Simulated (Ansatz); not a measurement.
# HfBF: from a guess to a relaxed structure

The task: take a trial cell of HfBF to zero force and stress.

Program: Ansatz 0.2.0. Level of theory: DFT PBE, scalar-relativistic, plane waves, PAW. These are calculated values, not measurements.

**1. The structure to begin with**

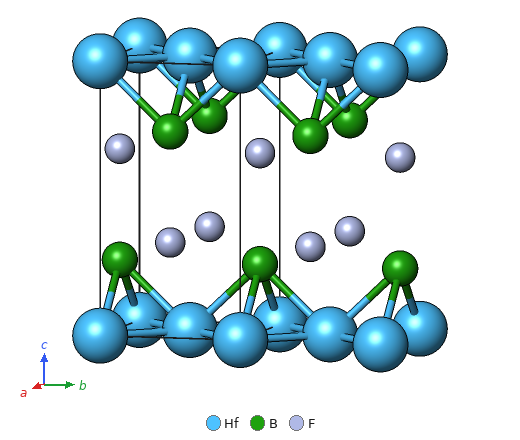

The starting structure, seen slightly off an axis (hafnium blue, boron green, fluorine light blue). 1×2×1 cells are drawn. Atoms on the faces are drawn again on the opposite ones.

As a file:

```
Hf B F
1.0
     3.51645    0.00000    0.00000
     0.00000    3.51645    0.00000
     0.00000    0.00000    6.67126
Hf B F
2 2 2
Direct
  0.50000 0.50000 0.00000
  0.00000 0.00000 0.00000
  0.50000 0.00000 0.24809
  0.00000 0.50000 0.75191
  0.00000 0.50000 0.34745
  0.50000 0.00000 0.65255
```

A structure generator made this guess: species swapped into a database cell of TmTiGe (P4/nmm, No. 129), with F on the Tm sites, Hf on the Ti sites and B on the Ge sites. Lengths come from tabulated atomic sizes and are only a guess.

**2. Probe: one point on a coarse mesh**

Input file input.yaml:

```yaml
crystal:
  lattice:
    - [3.51645171, 0.0, 0.0]
    - [0.0, 3.51645171, 0.0]
    - [0.0, 0.0, 6.67125769]
  atoms:
    - { symbol: Hf, position: [0.5, 0.5, 0.0] }
    - { symbol: Hf, position: [0.0, 0.0, 0.0] }
    - { symbol: B, position: [0.5, 0.0, 0.24808598] }
    - { symbol: B, position: [0.0, 0.5, 0.75191402] }
    - { symbol: F, position: [0.0, 0.5, 0.34744835] }
    - { symbol: F, position: [0.5, 0.0, 0.65255165] }
basis:
  ecutwfc: 420
kpoints:
  mp_grid: { grid: [6, 6, 4] }
hamiltonian:
  xc: pbe
scf:
  occupations: { method: gaussian, width: 0.1 }
  lower_state_search: "off"
output:
  forces: true
  stress: true
  eigenvalues: true
```

Launch:

```console
> ansatz run input.yaml --threads 1 --pin off --max-ram 2560MiB --backend cpu --events-out ev --progress --plain --runs-dir out
```

Further runs follow: rough relaxation on the coarse mesh; full relaxation.

What does the calculation give? Wanted: conventional cell; volume; energy over the elements; gap on the mesh.

As calculated:

| quantity | value |
| --- | --- |
| symmetry at the end (tolerance 0.05 Å) | space group P4/nmm (No. 129) |
| conventional cell | a = 4.445 Å, b = 4.445 Å, c = 4.228 Å, α = 90.00°, β = 90.00°, γ = 90.00° |
| volume | 13.92 Å³/atom |
| energy over the elements (uncorrected; H, N, O, F and Cl as molecules) | -0.52 eV/atom |
| gap on the mesh | none (metal) |

The space group P4/nmm (No. 129) is kept, and the volume per atom grows by 1.3 % from the first guess. It lies below the elements, which doesn't yet make it stable: competing phases were not computed in this session. No finished test with a distortion of lower symmetry is shown, so the end may be a saddle point. The runs treat Hf without spin-orbit coupling.
